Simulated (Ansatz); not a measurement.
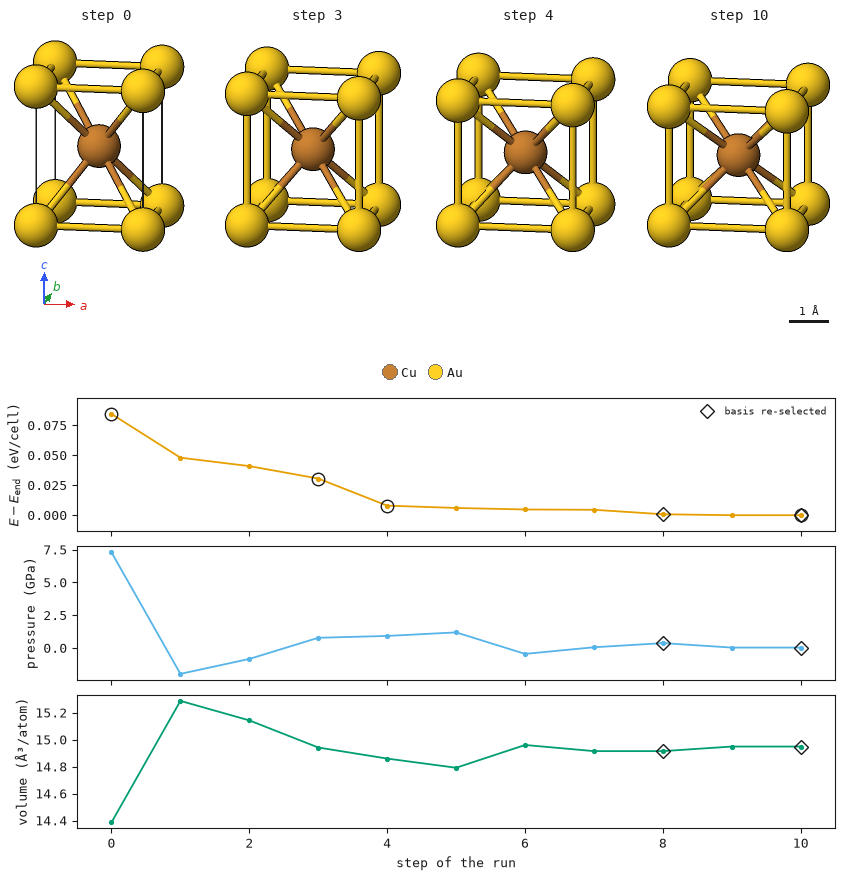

Frames of a relaxation of a crystal of CuAu (built on the database_123 type) (coarse preliminary run), marked on the history of the run. A ball-and-stick model of the cell of the calculation, seen slightly off an axis.

Case: structure reported for this formula (P4/mmm, No. 123).

All numbers below come from Ansatz, DFT PBE, scalar-relativistic, plane waves, PAW.

Input file:
```yaml
crystal:
  lattice:
    - [2.8, 0.0, 0.0]
    - [0.0, 2.8, 0.0]
    - [0.0, 0.0, 3.67]
  atoms:
    - { symbol: Cu, position: [0.5, 0.5, 0.5] }
    - { symbol: Au, position: [0.0, 0.0, 0.0] }
basis:
  ecutwfc: 420
kpoints:
  mp_grid: { grid: [6, 6, 6] }
hamiltonian:
  xc: pbe
scf:
  occupations: { method: gaussian, width: 0.1 }
  lower_state_search: "off"
output:
  forces: true
  stress: true
  eigenvalues: true
relax:
  adjacent_minimum: "off"
  f_tol: 0.04
  max_steps: 70
  cell: { stress_tol: 0.4 }
```

Command:
```bash
ansatz run input.yaml --threads 1 --pin off --max-ram 2560MiB --backend cpu --events-out ev --progress --plain --runs-dir out
```

Question: What happens along the run?

Answer: After 8 accepted moves (10 points after the start) the energy has fallen by 84.5 meV per cell of the calculation. All forces vanish by symmetry, so only the cell relaxes. The pressure goes from 7.30 to 0.04 GPa. At 2 points the geometry stayed and the basis and grid were re-selected for the new cell (energy shift of 3.7 meV per cell of the calculation at most each time). The atoms keep their places relative to the cell (all moves are under 0.005 Å). The volume changes by +3.9 %, with a = b 2.800 → 3.086 Å (+10.2 %), c 3.670 → 3.138 Å (−14.5 %). Among the contacts that change: Au2–Au2 3.670 → 3.138 Å, Cu1–Cu1 3.670 → 3.138 Å, Au2–Au2 (another image) 2.800 → 3.086 Å, Cu1–Cu1 (another image) 2.800 → 3.086 Å. The space group stays P4/mmm (No. 123). From step 0 to 3: volume +3.9 %, energy −53.9 meV per cell of the calculation. From step 3 to 4: volume −0.5 %, energy −22.6 meV per cell of the calculation. From step 4 to 10: volume +0.6 %, energy −8.0 meV per cell of the calculation.

```csv
step,"E − E(0), meV/atom","pressure, GPa","volume, Å³/atom",note
0,0.00,7.30,14.386,
1,-18.24,-1.97,15.288,
2,-21.77,-0.83,15.143,
3,-26.95,0.78,14.942,
4,-38.27,0.93,14.860,
5,-39.24,1.20,14.792,
6,-39.87,-0.44,14.961,
7,-39.99,0.06,14.915,
8,-41.86,0.38,14.915,"same geometry, new basis"
9,-42.26,0.04,14.949,
10,-42.26,0.04,14.949,"same geometry, new basis"
```

Limits of the set-up: the k-point mesh is coarse for a cell with partly filled bands.
